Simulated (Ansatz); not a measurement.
**Ge8S: geometry relaxation (part 3 of 3)**

The same run, continued: Ge8S (slab, 9 atoms in the cell); DFT PBEsol, scalar-relativistic, plane waves, PAW, no spin polarisation (Ansatz 0.2.0); cutoff 420 eV, 7×5×1 k-mesh, Gaussian smearing of 0.1 eV. The structure derives from an entry of the Crystallography Open Database. The input holds or restrains some coordinates. Forces given for the steps count only the free coordinates. It belongs to a series of runs on one base structure; here: S put at a top Ge site.

Geometry of the input (Å; fractional positions):
```
4.0134  0.0000  0.0000
0.0000  5.6758  0.0000
0.0000  0.0000  25.0201
Ge 0.5000  0.0000  0.3397
Ge 0.0000  0.2500  0.3397
Ge 0.0000  0.5000  0.4199
Ge 0.5000  0.7500  0.4199
Ge 0.5000  -0.0012  0.5025
Ge 0.0000  0.2512  0.5025
Ge 0.0000  0.5028  0.5819
Ge 0.5000  0.7472  0.5819
S  0.0000  0.5028  0.6722
```

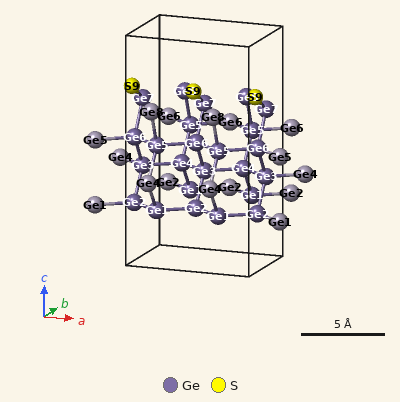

Fig. 1: The geometry at step 12 of the log (ball-and-stick view of the 2 × 1 repeat of the cell, with the vacuum cut short, seen slightly off an axis; neighbours outside the cell are drawn fainter; atoms are numbered from 1 in the order of the input).

## Trajectory as extended XYZ, continued
```
9
Lattice="4.0134 0.0000 0.0000 0.0000 5.6758 0.0000 0.0000 0.0000 25.0201" Properties=species:S:1:pos:R:3:forces:R:3 step=4 energy=-34909.08786
Ge    2.0067    0.0000    8.5000    0.0000   0.2799  -0.0817
Ge    0.0000    1.4189    8.5000    0.0000  -0.3037   0.0027
Ge    0.0000    2.8379   10.5067    0.0000   0.0609  -0.0706
Ge    2.0067    4.2568   10.5067    0.0000   0.0956   0.0714
Ge    2.0067    0.1003   12.4823    0.0000  -0.1066   0.0025
Ge    0.0000    1.4655   12.5373    0.0000   0.1737   0.0078
Ge    0.0000    2.9704   14.5602    0.0000   0.0075   0.4721
Ge    2.0067    4.3857   14.4687    0.0000   0.1449  -0.1160
S     0.0000    2.3751   16.6089    0.0000  -0.3523  -0.2876
9
Lattice="4.0134 0.0000 0.0000 0.0000 5.6758 0.0000 0.0000 0.0000 25.0201" Properties=species:S:1:pos:R:3:forces:R:3 step=5 energy=-34909.19031
Ge    2.0067    0.0000    8.5000    0.0000   0.2806  -0.1212
Ge    0.0000    1.4189    8.5000    0.0000  -0.3212   0.0304
Ge    0.0000    2.8379   10.5067    0.0000   0.0966  -0.0940
Ge    2.0067    4.2568   10.5067    0.0000   0.1376   0.0703
Ge    2.0067    0.1192   12.4718    0.0000  -0.1190   0.0089
Ge    0.0000    1.4920   12.5469    0.0000   0.1832   0.0449
Ge    0.0000    2.9894   14.6004    0.0000  -0.0349   0.3972
Ge    2.0067    4.4181   14.4594    0.0000   0.1199  -0.0356
S     0.0000    2.1896   16.5672    0.0000  -0.3430  -0.3004
9
Lattice="4.0134 0.0000 0.0000 0.0000 5.6758 0.0000 0.0000 0.0000 25.0201" Properties=species:S:1:pos:R:3:forces:R:3 step=6 energy=-34909.29522
Ge    2.0067    0.0000    8.5000    0.0000   0.2728  -0.1585
Ge    0.0000    1.4189    8.5000    0.0000  -0.3335   0.0644
Ge    0.0000    2.8379   10.5067    0.0000   0.1028  -0.0879
Ge    2.0067    4.2568   10.5067    0.0000   0.1932   0.0780
Ge    2.0067    0.1247   12.4741    0.0000  -0.0160  -0.0025
Ge    0.0000    1.5249   12.5672    0.0000   0.0941   0.0558
Ge    0.0000    3.0053   14.6576    0.0000  -0.0684   0.2609
Ge    2.0067    4.4488   14.4707    0.0000   0.0833   0.0858
S     0.0000    2.0005   16.5190    0.0000  -0.3286  -0.2958
9
Lattice="4.0134 0.0000 0.0000 0.0000 5.6758 0.0000 0.0000 0.0000 25.0201" Properties=species:S:1:pos:R:3:forces:R:3 step=7 energy=-34909.39175
Ge    2.0067    0.0000    8.5000    0.0000   0.2608  -0.1908
Ge    0.0000    1.4189    8.5000    0.0000  -0.3387   0.0994
Ge    0.0000    2.8379   10.5067    0.0000   0.0934  -0.0734
Ge    2.0067    4.2568   10.5067    0.0000   0.2540   0.1103
Ge    2.0067    0.1272   12.4834    0.0000   0.0079   0.0074
Ge    0.0000    1.5487   12.5861    0.0000   0.0312   0.0405
Ge    0.0000    3.0111   14.7033    0.0000  -0.0891   0.1348
Ge    2.0067    4.4764   14.5019    0.0000   0.0905   0.1659
S     0.0000    1.8186   16.4485    0.0000  -0.3106  -0.2929
9
Lattice="4.0134 0.0000 0.0000 0.0000 5.6758 0.0000 0.0000 0.0000 25.0201" Properties=species:S:1:pos:R:3:forces:R:3 step=8 energy=-34909.48798
Ge    2.0067    0.0000    8.5000    0.0000   0.2461  -0.2153
Ge    0.0000    1.4189    8.5000    0.0000  -0.3330   0.1294
Ge    0.0000    2.8379   10.5067    0.0000   0.0724  -0.0648
Ge    2.0067    4.2568   10.5067    0.0000   0.3088   0.1581
Ge    2.0067    0.1235   12.4990    0.0000  -0.0190   0.0252
Ge    0.0000    1.5594   12.5994    0.0000  -0.0020   0.0158
Ge    0.0000    3.0078   14.7286    0.0000  -0.1238   0.0622
Ge    2.0067    4.5070   14.5539    0.0000   0.1323   0.2003
S     0.0000    1.6475   16.3546    0.0000  -0.2831  -0.3099
9
Lattice="4.0134 0.0000 0.0000 0.0000 5.6758 0.0000 0.0000 0.0000 25.0201" Properties=species:S:1:pos:R:3:forces:R:3 step=9 energy=-34909.59013
Ge    2.0067    0.0000    8.5000    0.0000   0.2326  -0.2301
Ge    0.0000    1.4189    8.5000    0.0000  -0.3158   0.1514
Ge    0.0000    2.8379   10.5067    0.0000   0.0444  -0.0758
Ge    2.0067    4.2568   10.5067    0.0000   0.3493   0.2113
Ge    2.0067    0.1095   12.5197    0.0000  -0.0471   0.0284
Ge    0.0000    1.5575   12.6043    0.0000  -0.0246   0.0026
Ge    0.0000    2.9969   14.7342    0.0000  -0.1691   0.0367
Ge    2.0067    4.5476   14.6247    0.0000   0.1729   0.2059
S     0.0000    1.4878   16.2422    0.0000  -0.2440  -0.3299
9
Lattice="4.0134 0.0000 0.0000 0.0000 5.6758 0.0000 0.0000 0.0000 25.0201" Properties=species:S:1:pos:R:3:forces:R:3 step=10 energy=-34909.69717
Ge    2.0067    0.0000    8.5000    0.0000   0.2302  -0.2324
Ge    0.0000    1.4189    8.5000    0.0000  -0.2928   0.1672
Ge    0.0000    2.8379   10.5067    0.0000   0.0043  -0.0986
Ge    2.0067    4.2568   10.5067    0.0000   0.3713   0.2598
Ge    2.0067    0.0860   12.5424    0.0000  -0.0697   0.0245
Ge    0.0000    1.5442   12.6024    0.0000  -0.0361  -0.0205
Ge    0.0000    2.9766   14.7274    0.0000  -0.0759  -0.0780
Ge    2.0067    4.5982   14.7092    0.0000   0.2150   0.1623
S     0.0000    1.3440   16.1098    0.0000  -0.3474  -0.1836
9
Lattice="4.0134 0.0000 0.0000 0.0000 5.6758 0.0000 0.0000 0.0000 25.0201" Properties=species:S:1:pos:R:3:forces:R:3 step=11 energy=-34909.80651
Ge    2.0067    0.0000    8.5000    0.0000   0.2480  -0.2217
Ge    0.0000    1.4189    8.5000    0.0000  -0.2750   0.1704
Ge    0.0000    2.8379   10.5067    0.0000  -0.0387  -0.1328
Ge    2.0067    4.2568   10.5067    0.0000   0.3555   0.2765
Ge    2.0067    0.0569   12.5555    0.0000  -0.0278  -0.0091
Ge    0.0000    1.5229   12.5911    0.0000  -0.0390  -0.0196
Ge    0.0000    2.9461   14.7126    0.0000  -0.2159   0.0354
Ge    2.0067    4.6774   14.7934    0.0000   0.2056   0.1823
S     0.0000    1.1824   15.9985    0.0000  -0.2131  -0.2813
9
Lattice="4.0134 0.0000 0.0000 0.0000 5.6758 0.0000 0.0000 0.0000 25.0201" Properties=species:S:1:pos:R:3:forces:R:3 step=12 energy=-34909.91529
Ge    2.0067    0.0000    8.5000    0.0000   0.2691  -0.2122
Ge    0.0000    1.4189    8.5000    0.0000  -0.2775   0.1791
Ge    0.0000    2.8379   10.5067    0.0000  -0.0576  -0.1492
Ge    2.0067    4.2568   10.5067    0.0000   0.3255   0.2705
Ge    2.0067    0.0461   12.5530    0.0000  -0.0831   0.0816
Ge    0.0000    1.5039   12.5780    0.0000  -0.0205  -0.1293
Ge    0.0000    2.8854   14.7080    0.0000  -0.0599  -0.1141
Ge    2.0067    4.7735   14.8838    0.0000   0.3165   0.0216
S     0.0000    1.0252   15.8828    0.0000  -0.4132   0.0517
9
Lattice="4.0134 0.0000 0.0000 0.0000 5.6758 0.0000 0.0000 0.0000 25.0201" Properties=species:S:1:pos:R:3:forces:R:3 step=13 energy=-34910.02325
Ge    2.0067    0.0000    8.5000    0.0000   0.2693  -0.2057
Ge    0.0000    1.4189    8.5000    0.0000  -0.3003   0.1434
Ge    0.0000    2.8379   10.5067    0.0000   0.0262  -0.2640
Ge    2.0067    4.2568   10.5067    0.0000   0.2507   0.2680
Ge    2.0067    0.0173   12.5657    0.0000   0.2211  -0.3240
Ge    0.0000    1.4791   12.5208    0.0000  -0.1533   0.0787
Ge    0.0000    2.7826   14.7020    0.0000   0.0011  -0.1127
Ge    2.0067    4.9420   14.9311    0.0000  -0.0927   0.4013
S     0.0000    0.8287   15.8508    0.0000  -0.2219   0.0142
9
Lattice="4.0134 0.0000 0.0000 0.0000 5.6758 0.0000 0.0000 0.0000 25.0201" Properties=species:S:1:pos:R:3:forces:R:3 step=14 energy=-34909.96333 accepted=F
Ge    2.0067    0.0000    8.5000    0.0000   0.2988  -0.1719
Ge    0.0000    1.4189    8.5000    0.0000  -0.3429   0.0830
Ge    0.0000    2.8379   10.5067    0.0000   0.0664  -0.1619
Ge    2.0067    4.2568   10.5067    0.0000   0.0854   0.1298
Ge    2.0067    0.0646   12.4970    0.0000  -0.4158   0.6082
Ge    0.0000    1.4213   12.4918    0.0000   0.3161  -0.0590
Ge    0.0000    2.6731   14.6797    0.0000  -0.1633   0.1891
Ge    2.0067    4.9904   15.0888    0.0000  -0.2155  -0.7428
S     0.0000    0.6342   15.8643    0.0000   0.3716   0.1247
9
Lattice="4.0134 0.0000 0.0000 0.0000 5.6758 0.0000 0.0000 0.0000 25.0201" Properties=species:S:1:pos:R:3:forces:R:3 step=15 energy=-34910.05407
Ge    2.0067    0.0000    8.5000    0.0000   0.2813  -0.1840
Ge    0.0000    1.4189    8.5000    0.0000  -0.3188   0.1182
Ge    0.0000    2.8379   10.5067    0.0000  -0.0027  -0.1722
Ge    2.0067    4.2568   10.5067    0.0000   0.2061   0.2360
Ge    2.0067    0.0236   12.5531    0.0000  -0.0371   0.0503
Ge    0.0000    1.4537   12.5193    0.0000  -0.0255  -0.0515
Ge    0.0000    2.7106   14.7043    0.0000  -0.0585   0.0633
Ge    2.0067    4.8932   14.9782    0.0000   0.0530  -0.0126
S     0.0000    0.7352   15.8701    0.0000  -0.0979  -0.0476
9
Lattice="4.0134 0.0000 0.0000 0.0000 5.6758 0.0000 0.0000 0.0000 25.0201" Properties=species:S:1:pos:R:3:forces:R:3 step=16 energy=-34910.06560
Ge    2.0067    0.0000    8.5000    0.0000   0.2772  -0.1680
Ge    0.0000    1.4189    8.5000    0.0000  -0.3180   0.0955
Ge    0.0000    2.8379   10.5067    0.0000  -0.0402  -0.1289
Ge    2.0067    4.2568   10.5067    0.0000   0.1658   0.2123
Ge    2.0067    0.0014   12.5590    0.0000  -0.0262   0.0109
Ge    0.0000    1.4292   12.5101    0.0000   0.0029  -0.0151
Ge    0.0000    2.6265   14.7315    0.0000  -0.0002   0.0128
Ge    2.0067    4.8279   14.9699    0.0000   0.0231   0.0067
S     0.0000    0.6352   15.8718    0.0000  -0.0845  -0.0262
9
Lattice="4.0134 0.0000 0.0000 0.0000 5.6758 0.0000 0.0000 0.0000 25.0201" Properties=species:S:1:pos:R:3:forces:R:3 step=17 energy=-34910.07072
Ge    2.0067    0.0000    8.5000    0.0000   0.2743  -0.1541
Ge    0.0000    1.4189    8.5000    0.0000  -0.3166   0.0762
Ge    0.0000    2.8379   10.5067    0.0000  -0.0702  -0.0997
Ge    2.0067    4.2568   10.5067    0.0000   0.1284   0.1760
Ge    2.0067   -0.0170   12.5599    0.0000   0.0028  -0.0065
Ge    0.0000    1.4114   12.5030    0.0000   0.0004  -0.0096
Ge    0.0000    2.5546   14.7493    0.0000   0.0225   0.0043
Ge    2.0067    4.7697   14.9581    0.0000  -0.0137  -0.0138
S     0.0000    0.5325   15.8554    0.0000  -0.0278   0.0272
9
Lattice="4.0134 0.0000 0.0000 0.0000 5.6758 0.0000 0.0000 0.0000 25.0201" Properties=species:S:1:pos:R:3:forces:R:3 step=18 energy=-34910.07093
Ge    2.0067    0.0000    8.5000    0.0000   0.2750  -0.1358
Ge    0.0000    1.4189    8.5000    0.0000  -0.3111   0.0516
Ge    0.0000    2.8379   10.5067    0.0000  -0.0855  -0.0732
Ge    2.0067    4.2568   10.5067    0.0000   0.1062   0.1482
Ge    2.0067   -0.0208   12.5555    0.0000   0.0011   0.0030
Ge    0.0000    1.4070   12.5041    0.0000   0.0086   0.0255
Ge    0.0000    2.5097   14.7745    0.0000  -0.0103   0.0124
Ge    2.0067    4.7226   14.9404    0.0000   0.0164   0.0358
S     0.0000    0.4697   15.8725    0.0000  -0.0005  -0.0676
9
Lattice="4.0134 0.0000 0.0000 0.0000 5.6758 0.0000 0.0000 0.0000 25.0201" Properties=species:S:1:pos:R:3:forces:R:3 step=19 energy=-34910.07153
Ge    2.0067    0.0000    8.5000    0.0000   0.2758  -0.1386
Ge    0.0000    1.4189    8.5000    0.0000  -0.3125   0.0569
Ge    0.0000    2.8379   10.5067    0.0000  -0.0849  -0.0744
Ge    2.0067    4.2568   10.5067    0.0000   0.1172   0.1545
Ge    2.0067   -0.0181   12.5555    0.0000   0.0014   0.0009
Ge    0.0000    1.4112   12.5070    0.0000   0.0005   0.0042
Ge    0.0000    2.5173   14.7739    0.0000   0.0002  -0.0018
Ge    2.0067    4.7303   14.9427    0.0000   0.0017  -0.0013
S     0.0000    0.4720   15.8588    0.0000   0.0007  -0.0005
```

## Results in brief

| quantity | value |
| --- | --- |
| outcome | converged under the restraints of the input |
| electrons treated | 118 |
| free energy | −34910.0715 eV |
| work function, top face | 5.11 eV |
| work function, bottom face | 4.79 eV |
| Fermi energy | −0.414 eV |
| gap on the k-point mesh | none (metallic) |
| final volume | 569.93 Å³ |
| work function (upper face) | 5.11 eV |
| largest force (length of the vector) at the end, held atoms and coordinates included | 0.318 eV/Å |
| hardware | 2 threads of AMD EPYC (Zen 5), 32 GiB of memory available, shared host |
| wall time | 2 min (CPU time 3.9 min) |
| peak memory | 1.1 GiB |
